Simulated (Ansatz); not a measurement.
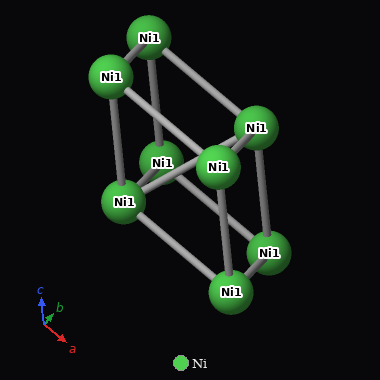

The system is Ni (Im-3m, No. 229; 1 atom in the cell); the picture shows the reference structure. The energy is mapped over two homogeneous strains (x, y and z along the cube axes). The first coordinate is: engineering shear strain xz; the second: engineering shear strain yz. Nothing is relaxed (symmetry fixes all fractional coordinates). Grid: 7 × 7 points; 10 points were computed and 39 follow by symmetry. Points are written as (first, second). All energies are given in meV/atom relative to the lowest grid point. The electronic state followed may not be the lowest one. Method: DFT PBE, scalar-relativistic, plane waves, PAW in Ansatz. Settings: cutoff 520 eV, k-mesh 22×22×22, gaussian smearing 0.15 eV, spin-polarised.

Its coordinates:

```yaml
crystal:
  lattice:
    - [-1.40015, 1.40015, 1.40015]
    - [1.40015, -1.40015, 1.40015]
    - [1.40015, 1.40015, -1.40015]
  atoms:
    - { symbol: Ni, position: [0.00000, 0.00000, 0.00000] }
```

Range: engineering shear strain xz from −14.0 to 14.0 %; engineering shear strain yz from −14.0 to 14.0 %.

**Predict the map.**

The lowest grid point is at (0.0 %, 0.0 %). It is the only kind of minimum in the scanned range. The highest grid point, (−14.0 %, −14.0 %), lies 209 meV/atom above the lowest. Round the minimum the contours are nearly round: the two directions are equally stiff and uncoupled.

```csv
"second ↓, first →",−14.0,−9.3,−4.7,0.0,4.7,9.3,14.0
14.0,209,150,114,102,114,150,209
9.3,150,92,57,46,57,92,150
4.7,114,57,23,11,23,57,114
0.0,102,46,11,0,11,46,102
−4.7,114,57,23,11,23,57,114
−9.3,150,92,57,46,57,92,150
−14.0,209,150,114,102,114,150,209
```

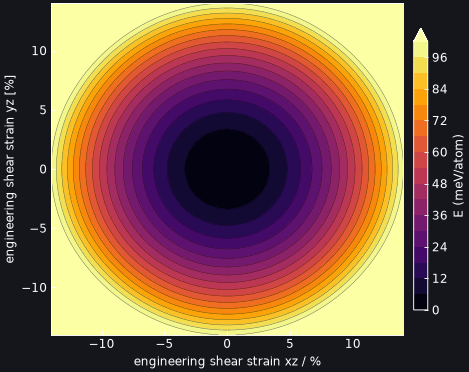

Drawn: filled contours, one colour for all values above the top of the scale. Between grid points the surface is interpolated.

Each point was launched as `ansatz run input.yaml --threads 1 --pin off --max-ram 2048MiB --backend cpu --events-out ev --progress --plain --runs-dir out`. Time for the 10 points that were run: 40 min on 1 thread of Arm Neoverse N1, with other jobs on the host.

PAW datasets: the set soft_1.
